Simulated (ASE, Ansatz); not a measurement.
# Forces and charges in generalised stacking fault on (111) (shuffle set) of a GaAs-GaSb solid solution (48 atoms)

Aim: energy, forces, charges and density of states of generalised stacking fault on (111) (shuffle set) of a GaAs-GaSb solid solution (48 atoms) at a fixed geometry.

Main program and level: Ansatz 0.2.0; Kohn-Sham DFT, PBE, PAW (set soft_2), plane waves.

### 1. The starting structure

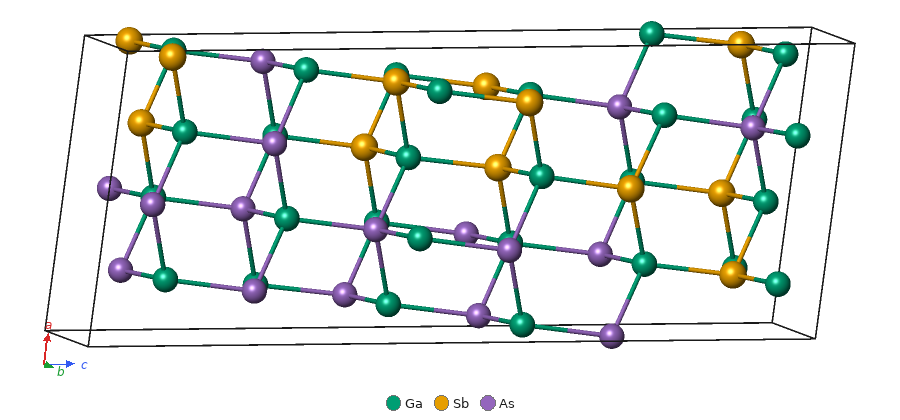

The cell as given, from the side, with the c axis across the page (gallium teal, antimony orange, arsenic purple). Some periodic images of atoms are drawn too.

The cell holds 48 atoms: 24 Ga, 10 Sb and 14 As. Cell: a = 8.267 Å, b = 7.159 Å, c = 20.435 Å, α = 90.0°, β = 82.3°, γ = 90.0°. It derives from GaAs and GaSb. Zinc-blende GaAs lattice (a = 5.8453 Å, the value set for the mixture), cell with z along [111], 2 x 1 x 2 periods; the third cell vector is tilted by 0.667 of 1/2[1-10] and lengthened by 0 Å, so the cell holds one fault (shuffle set); displaced by a Gaussian of 0.01 Å; 10 of 24 As sites given to Sb at random (lattice constant by Vegard's rule between GaAs and GaSb).

Before any run, some limits are plain. The host structure and its lattice constant were typed by rule, without a check against the phase diagram. Spin–orbit coupling is left out, which matters for the levels of the heavy elements.

### 2. Plane-wave single point

The electrons are solved once, with the atoms held.

input.yaml

```yaml
crystal:
  lattice:
    - [8.2665, 0.0, 0.0]
    - [0.0, 7.159, 0.0]
    - [2.75547, 0.0, 20.24871]
  atoms:
    - { symbol: Ga, position: [0.43918, 0.49949, 0.93768] }
    - { symbol: Sb, position: [0.72845, 0.4992, 0.06321] }
    - { symbol: Ga, position: [0.71527, 0.83, 0.10396] }
    - { symbol: As, position: [0.67224, 0.83388, 0.2295] }
    - { symbol: Ga, position: [0.93843, 0.49954, 0.93758] }
    - { symbol: As, position: [0.23014, 0.4992, 0.06177] }
    - { symbol: Ga, position: [0.21545, 0.82928, 0.10454] }
    - { symbol: As, position: [0.17371, 0.834, 0.22878] }
    - { symbol: Ga, position: [0.1871, 0.99956, 0.93837] }
    - { symbol: As, position: [0.47957, 0.99925, 0.06255] }
    - { symbol: Ga, position: [0.46652, 0.33332, 0.10376] }
    - { symbol: As, position: [0.4245, 0.3356, 0.22934] }
    - { symbol: Ga, position: [0.40853, 0.66593, 0.2709] }
    - { symbol: As, position: [0.36763, 0.66478, 0.39516] }
    - { symbol: Ga, position: [0.66165, 0.16793, 0.27045] }
    - { symbol: Sb, position: [0.61925, 0.16633, 0.39564] }
    - { symbol: Ga, position: [0.60186, 0.49978, 0.43723] }
    - { symbol: Sb, position: [0.56387, 0.49925, 0.56253] }
    - { symbol: Ga, position: [0.55193, 0.83457, 0.6035] }
    - { symbol: Sb, position: [0.50647, 0.83417, 0.7283] }
    - { symbol: Ga, position: [0.68945, 0.99944, 0.93813] }
    - { symbol: Sb, position: [0.97907, 0.00078, 0.06254] }
    - { symbol: Ga, position: [0.96371, 0.33452, 0.10452] }
    - { symbol: As, position: [0.92359, 0.33382, 0.22945] }
    - { symbol: Ga, position: [0.91164, 0.6683, 0.26992] }
    - { symbol: Sb, position: [0.8679, 0.66748, 0.3962] }
    - { symbol: Ga, position: [0.15676, 0.16454, 0.27121] }
    - { symbol: As, position: [0.12006, 0.16734, 0.3957] }
    - { symbol: Ga, position: [0.10445, 0.5001, 0.43672] }
    - { symbol: As, position: [0.06306, 0.50078, 0.56304] }
    - { symbol: Ga, position: [0.04963, 0.8358, 0.60407] }
    - { symbol: As, position: [0.00719, 0.83168, 0.72965] }
    - { symbol: Ga, position: [0.35477, 0.99942, 0.43695] }
    - { symbol: As, position: [0.31193, 0.00019, 0.56227] }
    - { symbol: Ga, position: [0.29842, 0.33277, 0.604] }
    - { symbol: As, position: [0.2572, 0.33311, 0.72967] }
    - { symbol: Ga, position: [0.24124, 0.66692, 0.77153] }
    - { symbol: Sb, position: [0.2017, 0.66746, 0.89552] }
    - { symbol: Ga, position: [0.49399, 0.16802, 0.77052] }
    - { symbol: Sb, position: [0.4505, 0.16664, 0.89623] }
    - { symbol: Ga, position: [0.85338, 0.99782, 0.43705] }
    - { symbol: Sb, position: [0.81181, 0.0022, 0.56253] }
    - { symbol: Ga, position: [0.8007, 0.33333, 0.60397] }
    - { symbol: As, position: [0.75592, 0.33141, 0.72925] }
    - { symbol: Ga, position: [0.74508, 0.66722, 0.77169] }
    - { symbol: As, position: [0.69897, 0.66543, 0.89609] }
    - { symbol: Ga, position: [0.99277, 0.16662, 0.77061] }
    - { symbol: Sb, position: [0.95318, 0.16416, 0.8957] }
kpoints:
  mp_grid: { grid: [2, 2, 1] }
hamiltonian:
  xc: pbe
scf:
  occupations: { method: fermi_dirac, width: 0.05 }
output:
  forces: true
  stress: true
  populations: true
  dos:
    method: { smearing: { sigma: 0.1 } }
    de: 0.1
    projected: { site_lists: { As: [As], Ga: [Ga], Sb: [Sb] } }
  eigenvalues: true
  write_density: true
  write_potential: true
  volumetric_format: npy
```

Command:

```bash
> ansatz run input.yaml --threads 8 --pin off --max-ram 15872MiB --backend cpu --events-out ev --progress --plain --runs-dir out
```

Numbers of over 12 decimals in the logs are rounded to 6 here.

Output:

```text
Engine: ansatz 0.2.0, aarch64-unknown-linux-gnu
Pseudopotentials: kind: paw
Pseudopotential: Ga, paw, valence charge 13, recommended cutoff 420 eV (normal), Ga.paw.azcp
Pseudopotential: Sb, paw, valence charge 15, recommended cutoff 420 eV (normal), Sb.paw.azcp
Pseudopotential: As, paw, valence charge 15, recommended cutoff 420 eV (normal), As.paw.azcp
Functional definition: PBE
  parameter kappa = 0.804
  parameter beta = 0.066725
  exchange = pbe_x(kappa = kappa, mu = beta*pi^2/3)
  correlation = pbe_c(beta = beta)
Crystal: 48 atoms, lattice volume = 1198.316 Å³
Basis set: ecut = 420 eV, 23423 PW (Γ), exchange–correlation on 120×96×288 points (8 copies of the dense FFT grid, shifted against one another)
Bands: 404, of which v1, the nominal top of the filled ones, is band 336 counted from 1 (335 counted from 0)
Symmetry: 1 space group operations
Space group: P1 (ITA 1), of the structure as read, at distance tolerance 1.1e-4 Å
k-points: 4
Non-local potential: Ga, projectors of the file, l = 0: 2, l = 1: 2, l = 2: 3, l = 3: 1
Non-local potential: Sb, projectors of the file, l = 0: 2, l = 1: 2, l = 2: 2, l = 3: 2
Non-local potential: As, projectors of the file, l = 0: 2, l = 1: 2, l = 2: 3, l = 3: 1
PAW form: soft (Blöchl's): semilocal exchange-correlation on the pseudo side does not see the compensation charge
PAW one-centre angular grid: Ga, 590 points (default); XC on 64 Gauss nodes
PAW one-centre angular grid: Sb, 590 points (default); XC on 64 Gauss nodes
PAW one-centre angular grid: As, 590 points (default); XC on 64 Gauss nodes
Initial density: superposition of atomic densities (neutral atoms: chi_scale 0, normalization atom), corrected by the library's trained network
Initial wavefunctions: pseudopotential atomic-orbital guess
Functional: x = pbe(κ = 0.804, μ = 0.219515), c = pbe(β = 0.066725)
SCF iter   1: F=—  HF=-223629.472363 eV  |F-HF|=—  |Δ(HF+E_count)|=         —  Δρ=1.85e-3  dr2=8.60e-2  ethr=1.77e-3  ⟨swp⟩=6.0  Hψ=5870  notcnv=0  defer=28
preconditioner: auto → LDOS  [metal: Δε(μ)=0.108 eV  Ē_g=14.090 eV  σ=0.050 eV  W_gap=0.49  n_scr=310 (ndim 8)  ℏωp=22.3 eV  f_vac=0.080  D(μ)=4.67/eV (n_scr^D=8)  β→1.0]
SCF iter   2: F=—  HF=-223629.442682 eV  |F-HF|=—  |Δ(HF+E_count)|=   2.97e-2  Δρ=1.44e-3  dr2=5.01e-2  ethr=1.28e-5  ⟨swp⟩=2.0  Hψ=2983  notcnv=0  defer=213
SCF iter   3: F=—  HF=-223629.427767 eV  |F-HF|=—  |Δ(HF+E_count)|=   1.49e-2  Δρ=3.83e-4  dr2=4.44e-3  ethr=7.46e-6  ⟨swp⟩=2.0  Hψ=2514  notcnv=0  defer=213
SCF iter   4: F=—  HF=-223629.426280 eV  |F-HF|=—  |Δ(HF+E_count)|=   1.49e-3  Δρ=8.54e-5  dr2=1.69e-4  ethr=6.61e-7  ⟨swp⟩=2.0  Hψ=2408  notcnv=0  defer=213
SCF iter   5: F=—  HF=-223629.426288 eV  |F-HF|=—  |Δ(HF+E_count)|=   8.18e-6  Δρ=3.32e-5  dr2=3.20e-5  ethr=2.52e-8  ⟨swp⟩=2.0  Hψ=2471  notcnv=0  defer=213
SCF iter   6: F=—  HF=-223629.426449 eV  |F-HF|=—  |Δ(HF+E_count)|=   1.60e-4  Δρ=1.02e-5  dr2=2.02e-6  ethr=4.76e-9  ⟨swp⟩=2.0  Hψ=2570  notcnv=0  defer=186
SCF iter   7: F=—  HF=-223629.426449 eV  |F-HF|=—  |Δ(HF+E_count)|=   6.16e-7  Δρ=3.63e-6  dr2=2.02e-7  ethr=3.01e-10  ⟨swp⟩=2.0  Hψ=2470  notcnv=0  defer=186
SCF iter   8: F=-223629.426449 eV  HF=-223629.426449 eV  |F-HF|=2.53e-8  |Δ(HF+E_count)|=   1.65e-7  Δρ=1.28e-6  dr2=1.91e-8  ethr=1.49e-11  ⟨swp⟩=14.2  Hψ=12370  notcnv=0
SCF 1 converged in 8 iterations: F = -223629.426449 eV  dr2 = 1.91e-8
  greatest PAW one-centre occupation: 0.999 electrons in one spin orbital (limit 2), on the As atom at site 45 (counted from 0), in its partial waves of l = 2
SCF converged after 8 iterations
Free energy (F): -223629.426449 eV
Harris-Foulkes:  -223629.426449 eV  (|F-HF|=2.53e-8)
Internal energy: -223629.385459 eV  (E = F + TS)
E sigma→0 (E₀):  -223629.405954 eV
Entropy (-TS):   -0.040990 eV (-0.854 meV/atom)
Fermi energy:    8.171786 eV
--- Per-component energies (eV) ---
  E_band       = -6966.173240
  E_kinetic    = 6304.444136
  E_local      = -93801.745586  (includes V_loc(G=0)·N_el)
  E_nonlocal   = 4431.998169
  E_hartree    = 45571.778381
  E_xc         = -4152.158715
  E_vxc        = -3464.738582  (∫ρ·V_xc dr)
  E_paw        = -119185.798823  (= ΣΔE_a)
  E_vpaw       = -11579.684573  (= ΣTr[D̂ρ^β])
  E_aug_tail   = -0.002612  (compensation charges beyond the density's cutoff)
  E_ewald      = -62797.900408
  E_smearing   = -0.040990  (= −TS)
  E_closure    = 0.000000  (closes the sum)
  Σ components = -223629.426449   (vs F -223629.426449, Δ=0.00e0)
--- Forces (eV/Å), atoms counted from 1 ---
  atom   1  Ga     0.05653211     0.48793742     0.90565031
  atom   2  Sb     0.79990361     0.09676570    -1.42869214
  atom   3  Ga    -1.17046520     0.69614221     0.96959619
  atom   4  As     0.18906718     0.05148954    -0.04430956
  atom   5  Ga    -1.61363644     0.37987832     0.76735593
  atom   6  As     0.85859624     0.02613457    -0.27600619
  atom   7  Ga     0.78518479    -0.59751481     0.43244861
  atom   8  As     0.21177973    -0.04772480     0.11543747
  atom   9  Ga    -0.43199596    -0.12477811     1.12739617
  atom  10  As     0.86497764     0.02890689    -0.31812730
  atom  11  Ga    -1.34357734    -0.85108477     0.65392203
  atom  12  As    -0.02117126    -0.19050172    -0.00010721
  atom  13  Ga    -0.02400481     0.02814219    -0.08115737
  atom  14  As    -0.02747922     0.14340791     0.16083263
[...]
atom  47  Ga    -0.10056916    -0.01976092    -1.25872913
  atom  48  Sb    -0.17080582     0.30954249    -0.10151536
  max |Σ_I F_I| component: 3.81e-5 eV/Å
--- Stress (GPa, compression-positive) ---
        3.823446      -0.072612       1.540321
       -0.072612       3.599439      -0.340349
        1.540321      -0.340349       3.107286
  P = ⅓ Tr σ = 3.5101 GPa (35.101 kbar)
--- Band table (eV) ---
  k-point 0: bands = ["-27.4044", "-27.4025", "-27.3814", "-27.3741", [... 388 levels ...], "12.6231", "12.9553", "12.9909", "13.0414", "13.0933", "13.1601", "13.2183", "13.2682", "13.2859", "13.3894", "13.4248", "13.5961"]
[...]
--- Löwdin populations: 48 sites ---
  site symbol       q [e]
     0     Ga     13.1120
     1     Sb     14.6634
     2     Ga     13.1346
[...]
47     Sb     14.5851
  spilling = 0.001541 (of n_electrons = 672.000000)
```

The job ended after 63 s (8 threads of Arm Neoverse V1, shared host; peak memory 8 GiB; 8 min of CPU time).

Numbers from this run:

```yaml
free_energy: -223629.4264 eV
free_energy_per_atom: -4658.9464 eV/atom
scf_cycles: 8
pressure: 3.51 GPa
r_m_s_force_component: 0.5738 eV/Å
longest_force: 1.827 eV/Å
fermi_energy: 8.172 eV
levels_partly_filled_by_over_2_per_cent: 5
spilling_of_the_projection: 0.001541
```

Neighbours are counted within 2.82 Å (Ga-As), 3.05 Å (Ga-Sb), cutoffs set anew for this text.

Length of the force by element and coordination:

```
element  coordination  atoms  mean length of the force (eV/Å)  spread   least   most
     As           all     14                            0.303   0.257  0.0681  0.922
     As             3      2                            0.912  0.0099   0.902  0.922
     As             4     12                            0.202   0.071  0.0681  0.321
     Ga           all     24                             1.23   0.406  0.0892   1.83
     Ga             3      2                             1.41   0.375    1.03   1.78
     Ga             4     22                             1.21   0.404  0.0892   1.83
     Sb           all     10                            0.522   0.496   0.147   1.64
```

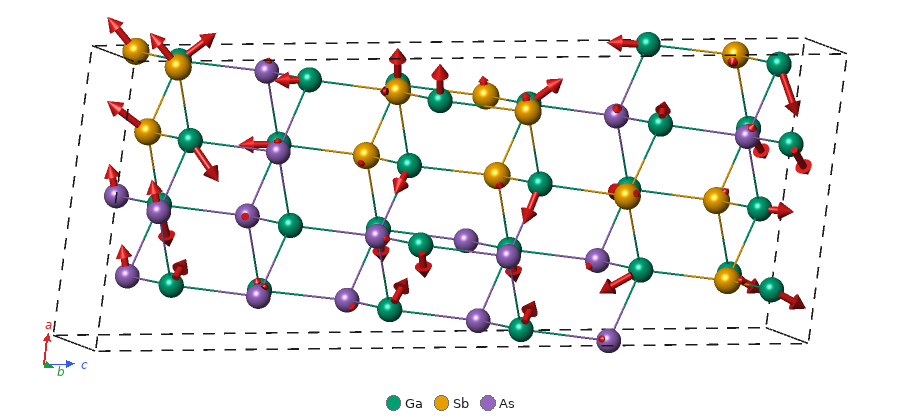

Forces as arrows; the longest in the cell is 1.83 eV/Å. Some periodic images of atoms are drawn too.

Löwdin charges by element and coordination (they lack the spilled electrons, 0.022 e an atom on average):

```
element  coordination  atoms  mean charge (e)  spread    least     most
     As           all     14          -0.0298  0.0212  -0.0834  -0.0066
     As             3      2          -0.0803  0.0032  -0.0834  -0.0771
     As             4     12          -0.0213  0.0053  -0.0277  -0.0066
     Ga           all     24           -0.101  0.0867   -0.269   0.0524
     Ga             3      2           -0.117   0.005   -0.122   -0.112
     Ga             4     22          -0.0997  0.0904   -0.269   0.0524
     Sb           all     10            0.388   0.034    0.316    0.430
```

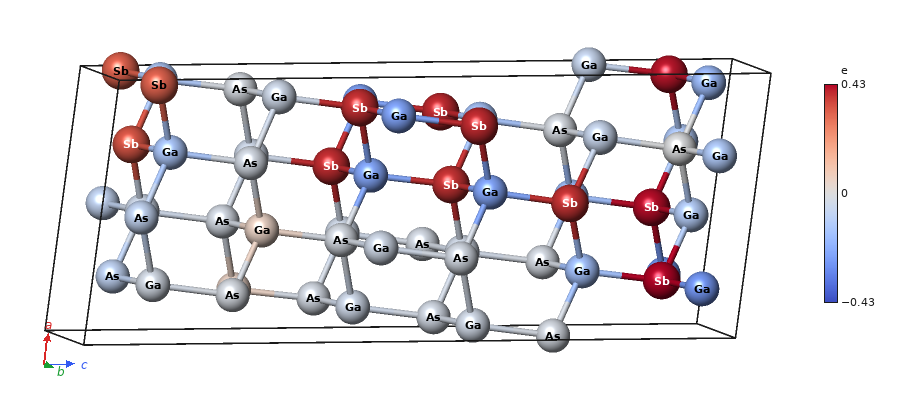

Atoms coloured by Löwdin charge. Some periodic images of atoms are drawn too.

Density of states as counts of states in windows of 1 eV (from the Fermi level), total and the larger projections:

```
from (eV)  to (eV)  total  Ga p  As p  Sb p  Ga s  Sb s  As s
      -14      -13    0.0   0.0   0.0   0.0   0.0   0.0   0.0
      -13      -12    1.3   0.1   0.0   0.0   0.4   0.2   0.5
      -12      -11   13.3   2.4   0.2   0.3   2.8   1.5   5.8
      -11      -10   23.5   5.1   0.3   0.3   2.7   4.1  10.3
      -10       -9    9.9   2.5   0.1   0.1   0.8   4.8   1.3
       -9       -8    0.0   0.0   0.0   0.0   0.0   0.0   0.0
       -8       -7    1.9   0.1   0.2   0.5   0.9   0.0   0.0
       -7       -6   24.3   1.9   5.1   4.7  11.2   0.5   0.7
       -6       -5   11.6   1.2   2.7   1.9   4.2   0.7   0.8
       -5       -4    6.8   1.0   1.5   1.3   1.8   0.5   0.4
       -4       -3   27.0   9.4   8.7   6.2   1.6   0.4   0.5
       -3       -2   32.4  11.1  12.6   7.1   0.8   0.2   0.2
       -2       -1   30.3   9.1  12.8   7.3   0.5   0.1   0.2
       -1        0    9.6   2.1   4.3   2.6   0.3   0.1   0.1
        0        1    7.5   2.3   1.2   1.0   1.8   0.3   0.6
        1        2   19.3   6.0   3.1   2.3   4.2   0.8   1.3
        2        3   26.9   8.1   5.1   3.3   5.2   1.2   1.4
        3        4   27.1  14.2   3.8   2.3   1.7   0.9   0.7
        4        5   34.9  16.4   5.4   3.8   1.9   0.7   0.6
```

Between -26 and -14 eV lie 240 more states.

The stored curve holds about 432 of the 672 electrons; the rest, give or take the few that broadening carries across the Fermi level, lie in deeper levels below its range.

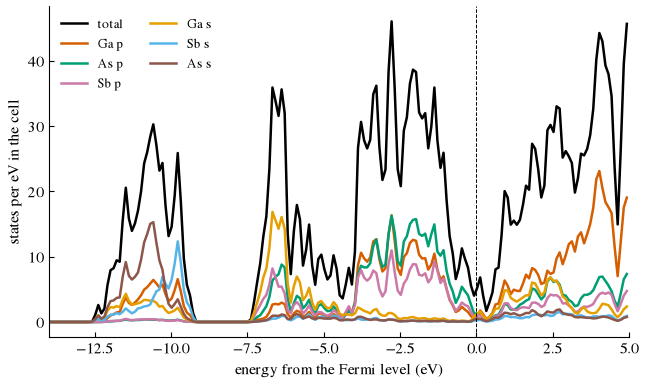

Total and projected density of states, with the broadening of the input.

The levels nearest the highest filled one (over half full), pooled over k-points and spins:

```
level less the highest filled one (eV)  occupation
                                -0.354        2.00
                                -0.336        2.00
                                -0.244        1.99
                                -0.214        1.99
                                -0.143        1.96
                                     0        1.44
                                 0.109       0.452
                                 0.201       0.089
                                 0.208       0.078
                                 0.467           0
                                 0.632           0
                                 0.677           0
```

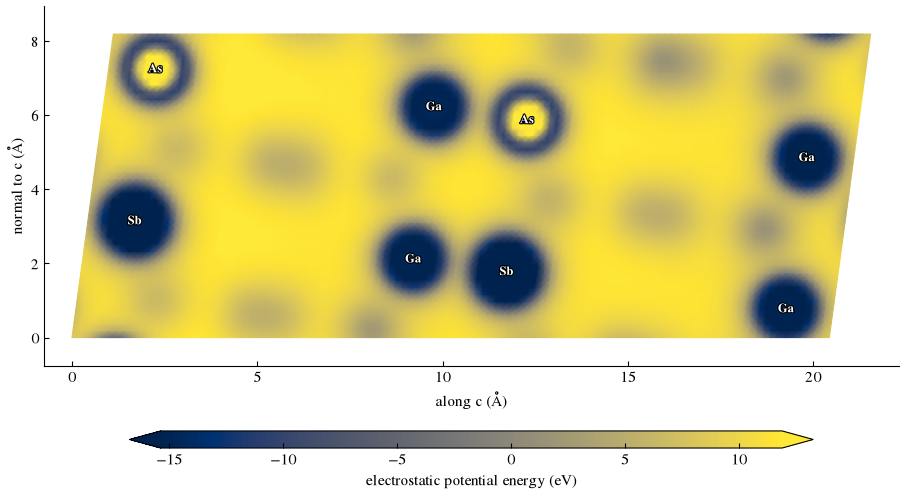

Electrostatic potential energy in the ca plane at fractional y = 0.000, with atoms of Ga and As and Sb within 0.2 Å of it. With pseudopotentials it is smooth inside the atoms' cores, unlike the true potential. The map starts off the cell's origin, so that atoms lie inside it.

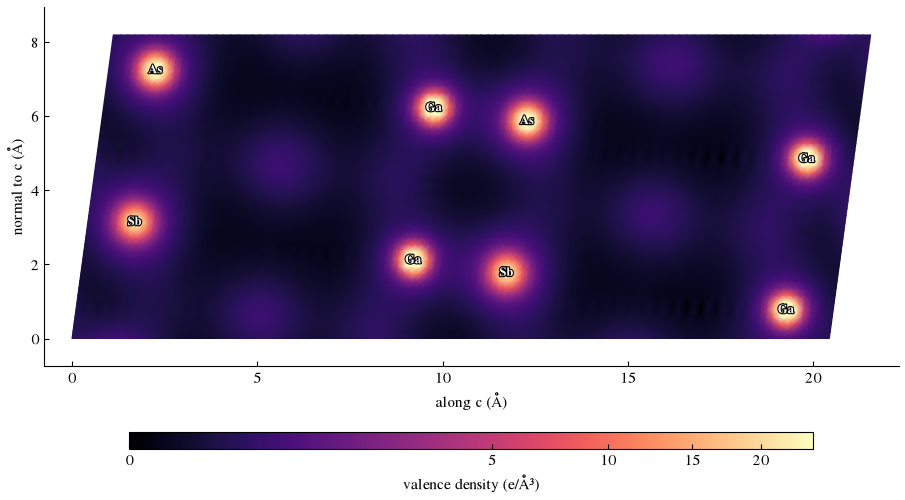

Valence density in the ca plane at fractional y = 0.000, with atoms of Ga and As and Sb within 0.2 Å of it. It is the smooth field of the valence electrons, not physical close to the nuclei. The map starts off the cell's origin, so that atoms lie inside it. The colour scale is stretched toward low values.

Mean Löwdin charges: As -0.03, Ga -0.10, Sb +0.39 e. Charges this small depend on the projection, at times even in sign.

[end of part 1 of 2]

[Logs are printed without paths, hosts, clocks, repeated set-up lines and the standing remarks that a program may print on its own settings, such as how far it seeks lower states.]

[Hosts, paths, dates, database ids (printed as entryN), source tags and the programs' standing remarks are cut or masked in the printed files.]
